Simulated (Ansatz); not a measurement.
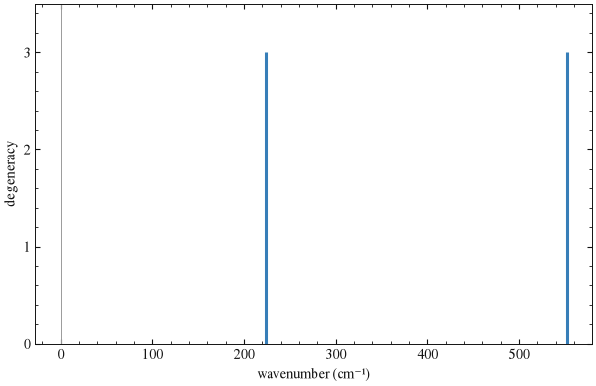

The figure shows the zone-centre optical phonon frequencies (the three acoustic modes are left out) for ZrO₂, space group Fm-3m (No. 225).

Starting cell:
```cif
data_structure
_symmetry_space_group_name_H-M 'P 1'
_symmetry_Int_Tables_number 1
_cell_length_a 3.6124
_cell_length_b 3.6124
_cell_length_c 3.6124
_cell_angle_alpha 60.000
_cell_angle_beta 60.000
_cell_angle_gamma 60.000
_cell_volume 33.33
loop_
_atom_site_label
_atom_site_type_symbol
_atom_site_fract_x
_atom_site_fract_y
_atom_site_fract_z
_atom_site_occupancy
Zr1 Zr 0.00000 0.00000 0.00000 1
O1 O 0.25000 0.25000 0.25000 1
O2 O 0.75000 0.75000 0.75000 1
```

How it was computed, with Ansatz 0.2.0: harmonic phonon frequencies at the zone centre with atoms at rest in the given cell, without the long-range term of polar modes, the three translations left out, imaginary frequencies are negative; plane waves with PAW datasets, Γ-centred k mesh. Level: PBE, no spin polarisation.

- wave cutoff: 420 eV
- k mesh: 8×8×8
- occupations: fixed
- pressure: 1 GPa
- phonon method: linear response

**Is the structure dynamically stable by these modes?**

No frequency is imaginary, so the structure is stable to these displacements (zone-boundary modes weren't tested here).

**Where does the highest mode lie?**

The highest mode lies at 552.2 cm⁻¹ (without the field of polar modes).

The computed values:

```tsv
frequency (cm⁻¹)
224.4
224.4
224.4
552.2
552.2
552.2
```
